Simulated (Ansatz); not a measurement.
# Geometry relaxation of AlN (part 2 of 2)

AlN (2 atoms in the cell); DFT, r2SCAN, dispersion d3bjatm, plane waves, PAW, no spin polarisation (Ansatz 0.2.0); cutoff 500 eV, 15×15×15 k-mesh, Fermi–Dirac smearing of 0.08 eV. The structure was built on a prototype by a generator; it need not be a known phase.

**Log, continued**
```
SCF iter   1: F=—  HF=-928.656150 eV  |F-HF|=—  |Δ(HF+E_count)|=         —  Δρ=1.85e-4  dr2=8.05e-6  dr2_τ=3.82e-6  ethr=1.01e-7  ⟨swp⟩=1.0  Hψ=6995  notcnv=0
automatic band count: iteration 1 solves 7 bands in place of 8: the levels show a gap, and the empty bands left out lie too high to hold charge; the band table lists the bands solved (type scf.n_extra_bands for more)
preconditioner: auto → none  [insulator: Δε(μ)=4.013 eV  Ē_g=15.622 eV  σ=0.080 eV  W_gap=1.00  n_scr=0 (ndim 2)  ℏωp=23.1 eV  f_vac=0.000  D(μ)=0.00/eV (n_scr^D=0)  ε∞_Penn≈3.2]
SCF iter   2: F=—  HF=-928.656152 eV  |F-HF|=—  |Δ(HF+E_count)|=   1.80e-6  Δρ=1.68e-4  dr2=6.86e-6  dr2_τ=6.48e-8  ethr=1.01e-7  ⟨swp⟩=1.0  Hψ=840  notcnv=0  κ⁻¹=1.0e0(r=1)
SCF iter   3: F=—  HF=-928.656150 eV  |F-HF|=—  |Δ(HF+E_count)|=   1.56e-6  Δρ=5.18e-5  dr2=6.57e-7  dr2_τ=3.38e-8  ethr=8.58e-8  ⟨swp⟩=2.0  Hψ=1221  notcnv=0  κ⁻¹=6.4e-1(r=2)
SCF iter   4: F=—  HF=-928.656150 eV  |F-HF|=—  |Δ(HF+E_count)|=   2.83e-8  Δρ=3.87e-5  dr2=1.57e-7  dr2_τ=1.40e-8  ethr=8.22e-9  ⟨swp⟩=2.5  Hψ=1207  notcnv=0  κ⁻¹=6.8e-3(r=2)
SCF iter   5: F=—  HF=-928.656150 eV  |F-HF|=—  |Δ(HF+E_count)|=   1.39e-8  Δρ=3.64e-5  dr2=1.35e-7  dr2_τ=1.25e-8  ethr=1.05e-9  ⟨swp⟩=3.0  Hψ=2138  notcnv=0  κ⁻¹=1.9e-3(r=2)
SCF iter   6: F=-928.656150 eV  HF=-928.656150 eV  |F-HF|=1.48e-9  |Δ(HF+E_count)|=   8.53e-8  Δρ=5.11e-6  dr2=2.38e-9  dr2_τ=2.93e-10  ethr=1.05e-9  ⟨swp⟩=2.0  Hψ=3000  notcnv=0
SCF 4 converged in 6 iterations: F = -928.656150 eV  dr2 = 2.38e-9
relax step   4: F+E_penalty+E_count = -928.65615046 eV  Δ(F+E_penalty+E_count) = -5.784e-6 eV  max|allowed force component| = 1.388e-16 eV/Å  Δτ_max = 0.0000 Å  P = +0.006 GPa  Ω = 20.719 Å³  energy of the carried Pulay correction = -1.919e-4 eV  (6 SCF iters, dr2 threshold 8.41e-8 eV, accepted)
Initial wavefunctions: pseudopotential atomic-orbital guess (no wavefunctions were taken with the density)
iter 1 solved again at ethr=2.76e-8 eV; its pass at ethr=3.10e-3 eV (dr2=2.21e-6 eV) is discarded
SCF iter   1: F=—  HF=-928.656322 eV  |F-HF|=—  |Δ(HF+E_count)|=         —  Δρ=7.97e-5  dr2=7.63e-8  dr2_τ=1.77e-7  ethr=2.76e-8  ⟨swp⟩=3.0  Hψ=9863  notcnv=0
preconditioner: auto → none  [insulator: Δε(μ)=4.015 eV  Ē_g=16.573 eV  σ=0.080 eV  W_gap=1.00  n_scr=0 (ndim 2)  ℏωp=23.1 eV  f_vac=0.000  D(μ)=0.00/eV (n_scr^D=0)  ε∞_Penn≈2.9]
SCF iter   2: F=—  HF=-928.656323 eV  |F-HF|=—  |Δ(HF+E_count)|=   8.94e-7  Δρ=7.57e-5  dr2=6.84e-8  dr2_τ=2.81e-7  ethr=9.54e-10  ⟨swp⟩=2.0  Hψ=1400  notcnv=0  κ⁻¹=1.0e0(r=1)
SCF iter   3: F=—  HF=-928.656326 eV  |F-HF|=—  |Δ(HF+E_count)|=   2.14e-6  Δρ=4.31e-5  dr2=2.22e-8  dr2_τ=9.26e-8  ethr=8.55e-10  ⟨swp⟩=2.4  Hψ=1364  notcnv=0  κ⁻¹=1.8e-1(r=2)
SCF iter   4: F=—  HF=-928.656327 eV  |F-HF|=—  |Δ(HF+E_count)|=   1.10e-6  Δρ=5.94e-6  dr2=2.96e-9  dr2_τ=6.90e-10  ethr=2.77e-10  ⟨swp⟩=2.0  Hψ=1440  notcnv=0  κ⁻¹=4.7e-3(r=2)
SCF iter   5: F=—  HF=-928.656327 eV  |F-HF|=—  |Δ(HF+E_count)|=   5.55e-9  Δρ=4.93e-6  dr2=2.22e-9  dr2_τ=3.22e-10  ethr=3.69e-11  ⟨swp⟩=1.0  Hψ=960  notcnv=0  κ⁻¹=1.0e-3(r=2)
SCF iter   6: F=—  HF=-928.656327 eV  |F-HF|=—  |Δ(HF+E_count)|=   4.90e-9  Δρ=1.75e-6  dr2=1.87e-10  dr2_τ=3.38e-11  ethr=2.78e-11  ⟨swp⟩=2.2  Hψ=1358  notcnv=0  κ⁻¹=1.9e-2(r=2)
SCF iter   7: F=—  HF=-928.656327 eV  |F-HF|=—  |Δ(HF+E_count)|=  2.39e-10  Δρ=1.64e-6  dr2=1.69e-10  dr2_τ=2.63e-11  ethr=2.34e-12  ⟨swp⟩=1.0  Hψ=960  notcnv=0  κ⁻¹=5.2e-4(r=2)
SCF iter   8: F=—  HF=-928.656327 eV  |F-HF|=—  |Δ(HF+E_count)|=  6.61e-10  Δρ=1.09e-6  dr2=4.71e-11  dr2_τ=2.70e-11  ethr=2.12e-12  ⟨swp⟩=2.2  Hψ=1307  notcnv=0  κ⁻¹=9.5e-3(r=2)
SCF iter   9: F=—  HF=-928.656327 eV  |F-HF|=—  |Δ(HF+E_count)|=  8.50e-11  Δρ=1.06e-6  dr2=3.14e-11  dr2_τ=3.62e-11  ethr=1.00e-12  ⟨swp⟩=4.4  Hψ=2932  notcnv=0  κ⁻¹=2.8e-3(r=2)
SCF iter  10: F=-928.656327 eV  HF=-928.656327 eV  |F-HF|=3.62e-11  |Δ(HF+E_count)|=  2.99e-10  Δρ=4.08e-7  dr2=7.31e-12  dr2_τ=4.06e-12  ethr=1.00e-12  ⟨swp⟩=4.0  Hψ=3673  notcnv=0
SCF 5 converged in 10 iterations: F = -928.656327 eV  dr2 = 7.31e-12
relax step   5: F+E_penalty+E_count = -928.65632663 eV  Δ(F+E_penalty+E_count) = -1.762e-4 eV  max|allowed force component| = 1.469e-16 eV/Å  Δτ_max = 0.0000 Å  P = +0.001 GPa  Ω = 20.719 Å³  stress off target by 1.10e-3 GPa  SCF on the basis re-selected at this cell (its energy is not comparable with the rows above)  (10 SCF iters)
```

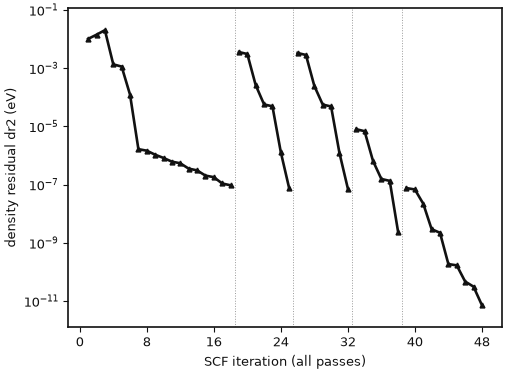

Fig. 1: Convergence of the self-consistent field: density residual dr2 against the SCF iteration. The dotted lines part the SCF passes of the relaxation: geometry steps, rejected trials and re-solves on a re-selected basis. The 5 passes take 6 to 18 iterations each, 48 in all.

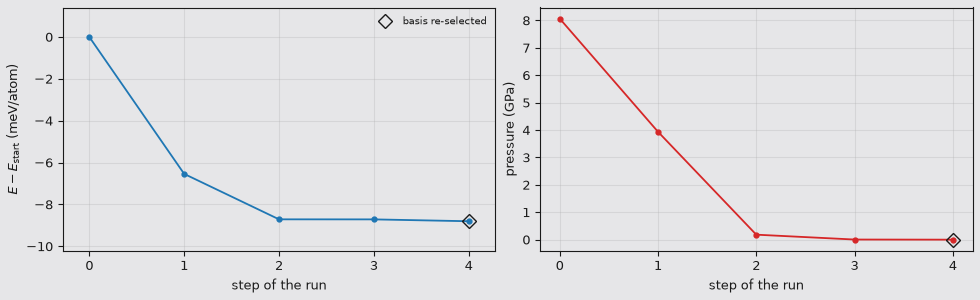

Fig. 2: Progress of the relaxation, step by step (the first geometry is step 0 here and step 1 in the log).

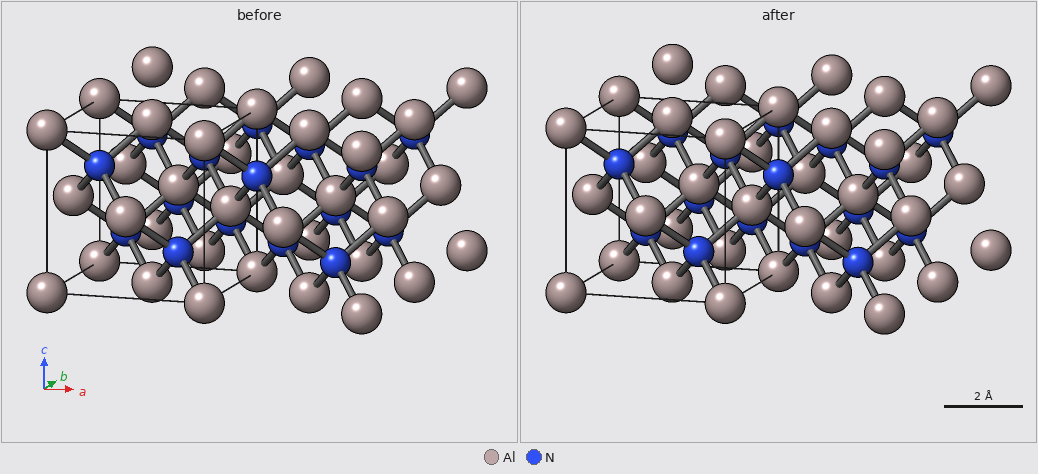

Fig. 3: Before (left) and after (right) the relaxation, at one scale (ball-and-stick view of the cell 4 times as large as that of the calculation, set on its symmetry axes, repeated 2 × 2 × 1, seen slightly off an axis). The atoms keep their places relative to the cell (all moves are under 0.005 Å). The volume changes by +3.6 %, with a = b = c 4.309 → 4.360 Å (+1.2 %). Among the contacts that change: Al1–N2 1.866 → 1.888 Å. The space group stays F-43m (No. 216). The energy falls by 8.7 meV per atom in 3 geometry steps. All forces vanish by symmetry, so only the cell relaxes. Pressure: 8.07 GPa at the start and 0.00 GPa at the end. A last SCF at the same geometry on a re-selected plane-wave basis shifts the energy by −0.1 meV per atom. (Atoms are counted from 1 in the order of the input.)

```
basis re-selected at this cell: Δ(F+E_penalty+E_count) = -1.762e-4 eV, ΔP = -0.005 GPa vs the last step (what re-selecting the basis moved, of the pressure what is left beyond the Pulay correction that the steps carried, after the strain that the cell walked since its last selection, with what the two solves' SCF thresholds leave and, on support functions, any second-order correction that the steps lacked; it is no measure of the basis error at this ecutwfc). This SCF's stress stands 1.10e-3 GPa from its target on what of the cell is left free (relax.cell.stress_tol is 5.00e-2 GPa) and its largest allowed force component is 1.47e-16 eV/Å (relax.f_tol is 5.00e-3 eV/Å): within both
SCF converged after 10 iterations
Stability not checked: this state was not tested for a lower state beside it, because the mixer in use, unlike msr1, does not test its closes by its own steps (another_mixer; see scf.mixing.algorithm and scf.lower_state_search)
Free energy (F): -928.656327 eV
Harris-Foulkes:  -928.656327 eV  (|F-HF|=3.62e-11)
Internal energy: -928.656327 eV  (E = F + TS)
E sigma→0 (E₀):  -928.656327 eV
Fermi energy:    8.864318 eV
--- Per-component energies (eV) ---
  E_band       = 11.869357
  E_kinetic    = 160.768662
  E_local      = -222.945902  (includes V_loc(G=0)·N_el)
  E_nonlocal   = 54.380767
  E_hartree    = 78.039292
  E_xc         = -98.919073
  E_vxc        = -119.232170  (∫ρ·V_xc dr)
  E_paw        = -602.516210  (= ΣΔE_a)
  E_vpaw       = -23.574994  (= ΣTr[D̂ρ^β])
  E_aug_tail   = 0.000015  (compensation charges beyond the density's cutoff)
  E_vtau       = 6.394420  (kinetic-family band-sum trace: ∫τ·v_τ [+ j·A + Jᵃ·Aᵃ] dr)
  E_ewald      = -297.154444
  E_disp       = -0.219761  (pairwise vdW)
  E_core_change = -0.089673  (= ΣΔE_core)
  E_smearing   = -0.000000  (= −TS)
  E_closure    = -0.000000  (closes the sum)
  Σ components = -928.656327   (vs F -928.656327, Δ=0.00e0)
--- Forces (eV/Å), atoms counted from 1 ---
  atom   1  Al     0.00000000    -0.00000000    -0.00000000
  atom   2  N     -0.00000000     0.00000000     0.00000000
  max |Σ_I F_I| component: 9.48e-17 eV/Å
--- Stress (GPa, compression-positive) ---
        0.001104      -0.000000      -0.000000
       -0.000000       0.001104       0.000000
       -0.000000       0.000000       0.001104
  P = ⅓ Tr σ = 0.0011 GPa (0.011 kbar)
--- Relaxed structure (4 steps of the walk, 4 accepted, 1 SCFs on fresh bases) ---
  F+E_penalty+E_count = -928.65632663 eV   max|allowed force component| = 1.469e-16 eV/Å   (the final SCF, on the basis selected at the relaxed cell)
  cell:  # Å, volume = 20.7189 Å³
    - [1.4139657391285263e-33, 2.1799446927466297, 2.1799446927466297]
    - [2.1799446927466297, -1.36938123384069e-34, 2.1799446927466297]
    - [2.1799446927466297, 2.1799446927466297, 1.2515507555799793e-33]
  atoms:
    - { symbol: Al, position: [-1.6016380072741018e-34, -4.842161417340309e-35, 2.421080708670154e-34] }
    - { symbol: N, position: [0.25, 0.25, 0.25] }
```

**Trajectory as extended XYZ (Å, eV, eV/Å), 5 frames, from step=1 to step=5**
```
2
Lattice="0.0000 2.1544 2.1544 2.1544 0.0000 2.1544 2.1544 2.1544 0.0000" Properties=species:S:1:pos:R:3:forces:R:3 step=1 energy=-928.63873 pressure_GPa=8.07
Al    0.0000    0.0000    0.0000    0.0000   0.0000   0.0000
N     1.0772    1.0772    1.0772    0.0000   0.0000   0.0000
2
Lattice="0.0000 2.1670 2.1670 2.1670 0.0000 2.1670 2.1670 2.1670 0.0000" Properties=species:S:1:pos:R:3:forces:R:3 step=2 energy=-928.65180 pressure_GPa=3.94
Al    0.0000    0.0000    0.0000    0.0000   0.0000   0.0000
N     1.0835    1.0835    1.0835    0.0000   0.0000   0.0000
2
Lattice="0.0000 2.1793 2.1793 2.1793 0.0000 2.1793 2.1793 2.1793 0.0000" Properties=species:S:1:pos:R:3:forces:R:3 step=3 energy=-928.65615 pressure_GPa=0.18
Al    0.0000    0.0000    0.0000    0.0000   0.0000   0.0000
N     1.0897    1.0897    1.0897    0.0000   0.0000   0.0000
2
Lattice="0.0000 2.1799 2.1799 2.1799 0.0000 2.1799 2.1799 2.1799 0.0000" Properties=species:S:1:pos:R:3:forces:R:3 step=4 energy=-928.65615 pressure_GPa=0.01
Al    0.0000    0.0000    0.0000    0.0000   0.0000   0.0000
N     1.0900    1.0900    1.0900    0.0000   0.0000   0.0000
2
Lattice="0.0000 2.1799 2.1799 2.1799 0.0000 2.1799 2.1799 2.1799 0.0000" Properties=species:S:1:pos:R:3:forces:R:3 step=5 energy=-928.65633 pressure_GPa=0.00
Al    0.0000    0.0000    0.0000    0.0000   0.0000   0.0000
N     1.0900    1.0900    1.0900    0.0000   0.0000   0.0000
```

The run was set up as follows.

**The input**
```yaml
crystal:
  lattice:
    - [0.0, 2.15443469, 2.15443469]
    - [2.15443469, 0.0, 2.15443469]
    - [2.15443469, 2.15443469, 0.0]
  atoms:
    - { symbol: Al, position: [0.0, 0.0, 0.0] }
    - { symbol: "N", position: [0.25, 0.25, 0.25] }
kpoints:
  mp_grid: { grid: [15, 15, 15] }
scf:
  occupations: { method: fermi_dirac, width: 0.08 }
  mixing: { algorithm: broyden, beta: 0.05, ndim: 2 }
hamiltonian:
  xc: r2scan
  pseudopotentials: { kind: paw }
  dispersion: d3bjatm
output:
  forces: true
  stress: true
relax:
  f_tol: 0.005
  max_steps: 40
  cell: {}
```

Run as:
```bash
ansatz run input.yaml --threads 1 --pin off --max-ram 2048MiB --backend cpu --events-out ev --progress --plain --runs-dir out
```

**Summary**

- outcome: converged
- space group (tolerance 0.01 Å): F-43m (216)
- electrons treated: 8
- free energy: −928.6563 eV
- Fermi energy: 8.864 eV
- pressure: 0.00 GPa
- final volume: 20.72 Å³
- largest force (length of the vector) at the end: under 0.001 eV/Å
- final cell: a = 3.083 Å, b = 3.083 Å, c = 3.083 Å, α = 60.00°, β = 60.00°, γ = 60.00°
- hardware: 1 thread of Arm Neoverse V1, 24 GiB of memory available, shared host
- wall time: 28 s
- peak memory: 0.37 GiB

**Notes**

Settings chosen away from the usual ones: scf.mixing.algorithm = "broyden", scf.mixing.beta = 0.05, scf.mixing.ndim = 2, hamiltonian.dispersion = "d3bjatm".
